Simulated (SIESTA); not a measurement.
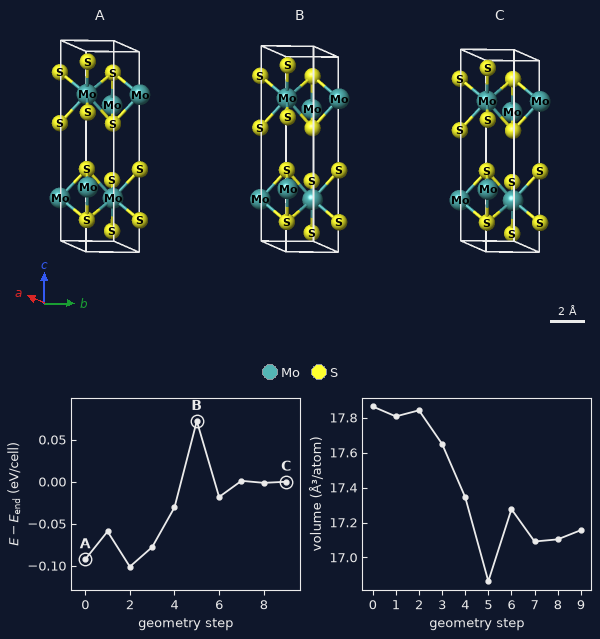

Frames of a relaxation of crystalline MoS2 (set up in P6_3/mmc), marked on the history of the run. The picture is a ball-and-stick view of the cell of the calculation, seen from a free direction.

The run lets cell and atoms move.

These are results of Kohn-Sham DFT of a periodic cell, PBE, PseudoDojo 0.4 standard, converted to PSML in SIESTA, not measurements.

The input:
```
SystemName                      MoS2
SystemLabel                     MoS2
NumberOfSpecies                 2
NumberOfAtoms                   6
%block ChemicalSpeciesLabel
  1  42 Mo
  2  16 S
%endblock ChemicalSpeciesLabel

LatticeConstant                 1.0 Ang
%block LatticeVectors
     3.1690000000     0.0000000000     0.0000000000
    -1.5845000000     2.7444345046     0.0000000000
     0.0000000000     0.0000000000    12.3240000000
%endblock LatticeVectors
AtomicCoordinatesFormat         Fractional
%block AtomicCoordinatesAndAtomicSpecies
     0.6666666667     0.3333333333     0.7500000000  1  Mo
     0.3333333333     0.6666666667     0.2500000000  1  Mo
     0.6666666667     0.3333333333     0.3770000000  2  S
     0.3333333333     0.6666666667     0.8770000000  2  S
     0.6666666667     0.3333333333     0.1230000000  2  S
     0.3333333333     0.6666666667     0.6230000000  2  S
%endblock AtomicCoordinatesAndAtomicSpecies

%block kgrid.MonkhorstPack
    6   0   0  0.0
    0   6   0  0.0
    0   0   2  0.0
%endblock kgrid.MonkhorstPack
XC.Functional                   GGA
XC.Authors                      PBE
PAO.BasisSize                   DZP
PAO.EnergyShift                 0.003 Ry
Mesh.Cutoff                     800 Ry
OccupationFunction              FD
ElectronicTemperature           0.05 eV
MaxSCFIterations                120
SCF.MustConverge                false
SCF.Mixer.Method                Pulay
SCF.Mixer.Weight                0.25
SCF.Mixer.History               8
SCF.DM.Tolerance                5.0e-05
SCF.H.Tolerance                 1.0e-03 eV
WriteForces                     true
Charge.Mulliken                 end
MD.TypeOfRun                    CG
MD.Steps                        40
MD.MaxForceTol                  0.01 eV/Ang
MD.MaxDispl                     0.1 Ang
WriteCoorStep                   true
AtomCoorFormatOut               Fractional
MD.VariableCell                 true
MD.MaxStressTol                 0.1 GPa
Target.Pressure                 5 GPa
%block PAO.Basis
  Mo 5
  n=4 0 2
    3.234 0.000
  n=5 0 2
    8.986 0.000
  n=4 1 2
    3.729 0.000
  n=5 1 1
    8.986
  n=4 2 2
    6.762 0.000
%endblock PAO.Basis
```

Command:
```bash
siesta < MoS2.fdf > MoS2.out 2>&1
```

> Describe the path.

The run was cut off at its time limit before the relaxation converged, so the last structure is only a point on the way. Over 9 geometry steps the energy rises by 92.3 meV per cell of the calculation. With the target pressure of 5 GPa, the enthalpy E + pV changes by −40.2 meV per cell of the calculation. Largest force component: 0.35 eV/Å at the start, 0.3 eV/Å at the end. The pressure goes from 4.72 to 2.77 GPa. The largest moves relative to the cell, 0.091 Å, are those of S atoms. Mo stays in place. Cell: a = b 3.169 → 3.178 Å (+0.3 %), c 12.324 → 11.768 Å (−4.5 %). Volume −4.0 %. Near-neighbour distances that change, for instance: Mo–S 2.408 → 2.425 Å. The space group stays P6_3/mmc (No. 194). From step 0 to 5: S atoms move most (0.07 Å), volume −5.6 %, energy +0.164 eV per cell of the calculation. From step 5 to 9: S atoms move most (0.02 Å), volume +1.7 %, energy −72.2 meV per cell of the calculation.

```tsv
step	E − E(0), meV/atom	largest force component, eV/Å	pressure, GPa	volume, Å³/atom
0	0.00	0.3464	4.72	17.864
1	5.53	0.5822	0.48	17.807
2	-1.45	0.0260	3.02	17.842
3	2.43	0.0221	3.78	17.650
4	10.30	0.0156	5.08	17.345
5	27.42	0.0022	7.42	16.864
6	12.37	0.0139	5.38	17.276
7	15.57	0.2027	6.23	17.091
8	15.17	0.1887	6.18	17.104
9	15.38	0.2980	2.77	17.156
```
